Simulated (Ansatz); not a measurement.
Mg2Sn (space group Fm-3m, No. 225). Coordinates: the input geometry of an electronic-structure calculation (not necessarily at equilibrium); the starting structure was generated, so it need not be a known form of this composition.

```yaml
crystal:
  lattice:
    - [6.75987, 0.00000, 0.00000]
    - [0.00000, 6.75987, 0.00000]
    - [0.00000, 0.00000, 6.75987]
  atoms:
    - { symbol: Sn, position: [0.00000, 0.00000, 0.00000] }
    - { symbol: Mg, position: [0.25000, 0.75000, 0.75000] }
    - { symbol: Mg, position: [0.25000, 0.25000, 0.75000] }
    - { symbol: Sn, position: [0.00000, 0.50000, 0.50000] }
    - { symbol: Mg, position: [0.25000, 0.25000, 0.25000] }
    - { symbol: Mg, position: [0.25000, 0.75000, 0.25000] }
    - { symbol: Sn, position: [0.50000, 0.00000, 0.50000] }
    - { symbol: Mg, position: [0.75000, 0.75000, 0.25000] }
    - { symbol: Mg, position: [0.75000, 0.25000, 0.25000] }
    - { symbol: Sn, position: [0.50000, 0.50000, 0.00000] }
    - { symbol: Mg, position: [0.75000, 0.25000, 0.75000] }
    - { symbol: Mg, position: [0.75000, 0.75000, 0.75000] }
```

Bonds are taken as Mg–Sn below 3.3 Å; no other contact counts. The graph is simplified in the usual way: terminal and isolated atoms are pruned, two-connected atoms become edges.

What net does this leave?

The result is a binodal (4,8)-connected, three-periodic net: Mg is a 4-connected node; Sn is an 8-connected node, in the ratio 2:1. It is the flu net, known from fluorite. It is a single net, without interpenetration.

```csv
node,links,point symbol,coordination sequence
Mg,4,4⁶,4 22 24 82 64 182
Sn,8,4¹²·6¹²·8⁴,8 12 48 42 128 92
```

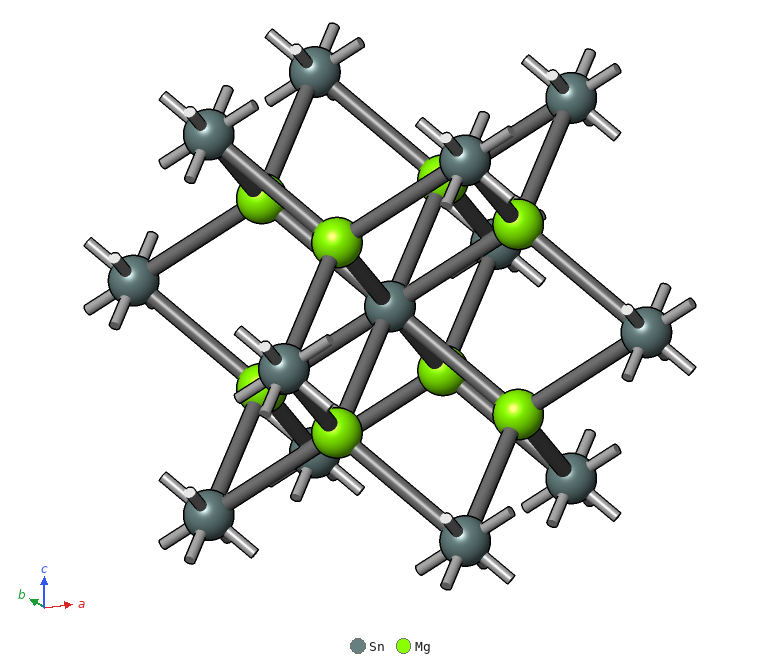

Nodes are coloured by element. Edges to nodes outside the piece are drawn as stubs.
